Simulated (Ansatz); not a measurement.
**Energy of BN along a strain of the cell**

System: BN (4 atoms in the cell).
Method: DFT PBEsol, scalar-relativistic, plane waves, PAW, no spin polarisation (Ansatz 0.2.0).

The 5 runs differ only in the geometry, by a strain of the cell at fixed fractional positions. Against run 3, the strain is εzz = η. The structure derives from an entry of the Crystallography Open Database.

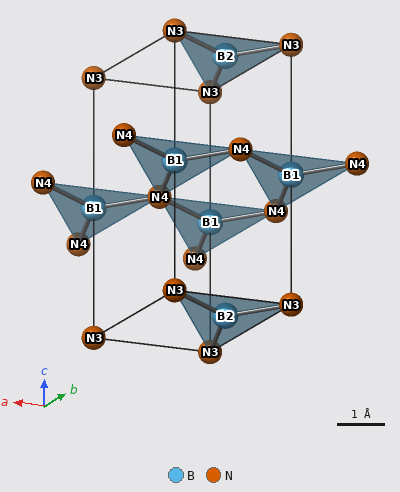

Figure 1. The structure of run 3 (polyhedral view of the cell of the calculation, seen at an oblique angle; polyhedra are completed across the faces of the cell; atoms are numbered from 1 in the order of the input).

### Input of run 3
```yaml
crystal:
  lattice:
    - [2.5852983215, 0.0, 0.0]
    - [-1.2926491607, 2.2389340228, 0.0]
    - [0.0, 0.0, 6.69]
  atoms:
    - { symbol: B, position: [0.0, 0.0, 0.5] }
    - { symbol: B, position: [0.3333333333, 0.6666666667, 0.0] }
    - { symbol: "N", position: [0.0, 0.0, 0.0] }
    - { symbol: "N", position: [0.6666666667, 0.3333333333, 0.5] }
basis:
  ecutwfc: 420
kpoints:
  mp_grid: { grid: [12, 12, 4] }
hamiltonian:
  xc: pbesol
scf:
  occupations: { method: gaussian, width: 0.05 }
output:
  forces: true
  stress: true
  eigenvalues: true
```

Command:
```bash
ansatz run input.yaml --threads 1 --pin off --max-ram 1228MiB --backend cpu --events-out ev --progress --plain --runs-dir out
```

Lattice vectors (Å) and fractional positions of run 3:
```
   2.585298    0.000000    0.000000
  -1.292649    2.238934    0.000000
   0.000000    0.000000    6.690000
B   0.000000  0.000000  0.500000
B   0.333333  0.666667  0.000000
N   0.000000  0.000000  0.000000
N   0.666667  0.333333  0.500000
```

Run 4 differs from it as follows:
```diff
-    - [0.0, 0.0, 6.69]
+    - [0.0, 0.0, 6.79035]
```

### Results, with one run withheld

| run | strain parameter η (%) | free energy per atom, from the lowest run given (meV) | pressure (GPa) | gap on the mesh (eV) |
| --- | --- | --- | --- | --- |
| 1 | −3.0000 | 2.12 | −20.04 | 4.08 |
| 2 | −1.5000 | 1.21 | −19.87 | 4.09 |
| 3 | 0.0000 | 0.55 | −19.68 | 4.10 |
| 4 | 1.5000 | ? | ? | ? |
| 5 | 3.0000 | 0.00 | −19.27 | 4.13 |

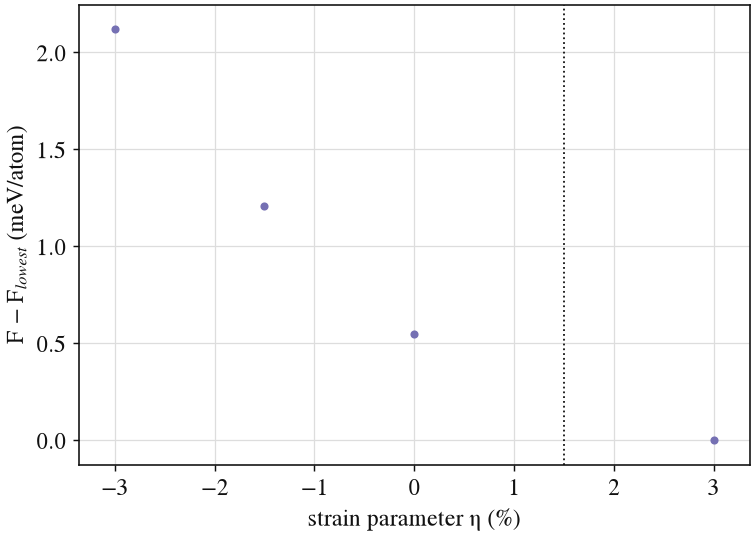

Figure 2. Free energy per atom of the runs given; the dotted line marks run 4.

Estimate the energy of run 4 from the others.

A quadratic polynomial in the coordinate, fitted to the 4 runs given, misses them by under 0.01 meV per atom. With x = η + 0.3750, it reads F = 0.69159 − 0.39588 x + 0.056566 x² (meV per atom). At run 4 it gives 0.15 meV per atom, and the run itself gives 0.18. The fit has no minimum inside this range. The gap on the mesh goes, without turning, from 4.08 eV in run 1 to 4.13 eV in run 5; run 4 has 4.12 eV. These are gaps of this functional on this mesh, which can miss the band edges; they aren't the measured gap.

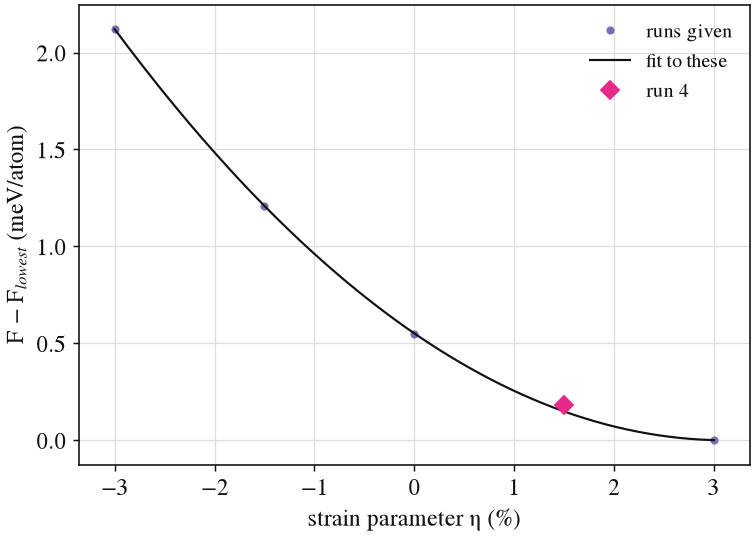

Figure 3. The fit and the withheld run.

### Output, shortened to warnings, some set-up lines, iterations and results (run 4)
```
Basis set: ecut = 420 eV, 809 PW (Γ), exchange–correlation on 36×36×96 points (8 copies of the dense FFT grid, shifted against one another)
Symmetry: 12 space group operations
k-points: 57 of 576 (time reversal used)
Initial density: superposition of atomic densities (neutral atoms: chi_scale 0, normalization atom), corrected by the library's trained network
[...]
SCF iter   1: F=—  HF=-1067.330467 eV  |F-HF|=—  |Δ(HF+E_count)|=         —  Δρ=9.67e-3  dr2=3.22e-2  ethr=1.77e-3  ⟨swp⟩=6.4  Hψ=4086  notcnv=0
SCF iter   2: F=—  HF=-1067.322450 eV  |F-HF|=—  |Δ(HF+E_count)|=   8.02e-3  Δρ=1.84e-3  dr2=1.16e-3  ethr=2.01e-4  ⟨swp⟩=3.0  Hψ=1704  notcnv=0
SCF iter   3: F=—  HF=-1067.322502 eV  |F-HF|=—  |Δ(HF+E_count)|=   5.13e-5  Δρ=5.44e-4  dr2=8.39e-5  ethr=7.26e-6  ⟨swp⟩=2.3  Hψ=1125  notcnv=0
SCF iter   4: F=—  HF=-1067.322582 eV  |F-HF|=—  |Δ(HF+E_count)|=   8.05e-5  Δρ=4.86e-5  dr2=6.55e-7  ethr=5.25e-7  ⟨swp⟩=2.9  Hψ=1138  notcnv=0
SCF iter   5: F=-1067.322583 eV  HF=-1067.322583 eV  |F-HF|=4.00e-9  |Δ(HF+E_count)|=   1.04e-6  Δρ=9.38e-6  dr2=2.06e-8  ethr=4.10e-9  ⟨swp⟩=2.3  Hψ=1063  notcnv=0
SCF iter   6: F=-1067.322583 eV  HF=-1067.322583 eV  |F-HF|=7.31e-10  |Δ(HF+E_count)|=   1.08e-8  Δρ=2.30e-6  dr2=1.51e-9  ethr=1.29e-10  ⟨swp⟩=2.4  Hψ=2662  notcnv=0
SCF 1 converged in 6 iterations: F = -1067.322583 eV  dr2 = 1.51e-9
SCF converged after 6 iterations
Free energy (F): -1067.322583 eV
Harris-Foulkes:  -1067.322583 eV  (|F-HF|=7.31e-10)
Internal energy: -1067.322583 eV  (E = F + TS)
E sigma→0 (E₀):  -1067.322583 eV
Fermi energy:    5.999811 eV
--- Per-component energies (eV) ---
  E_band       = -47.948848
  E_kinetic    = 356.046860
  E_local      = -693.191633  (includes V_loc(G=0)·N_el)
  E_nonlocal   = 114.037901
  E_hartree    = 222.038029
  E_xc         = -180.019402
  E_vxc        = -224.226533  (∫ρ·V_xc dr)
  E_paw        = -396.735986  (= ΣΔE_a)
  E_vpaw       = -44.691533  (= ΣTr[D̂ρ^β])
  E_aug_tail   = 0.000196  (compensation charges beyond the density's cutoff)
  E_ewald      = -489.584168
  E_core_change = 0.085620  (= ΣΔE_core)
  E_smearing   = -0.000000  (= −TS)
  E_closure    = -0.000000  (closes the sum)
  Σ components = -1067.322583   (vs F -1067.322583, Δ=0.00e0)
--- Forces (eV/Å), atoms counted from 1 ---
  atom   1  B      0.00000000     0.00000000     0.00000000
  atom   2  B     -0.00000000     0.00000000     0.00000000
  atom   3  N      0.00000000    -0.00000000    -0.00000000
  atom   4  N      0.00000000    -0.00000000     0.00000000
  max |Σ_I F_I| component: 6.66e-16 eV/Å
--- Stress (GPa, compression-positive) ---
      -29.364380      -0.000000       0.000000
       -0.000000     -29.364380      -0.000000
        0.000000      -0.000000       0.299378
  P = ⅓ Tr σ = -19.4765 GPa (-194.765 kbar)
```
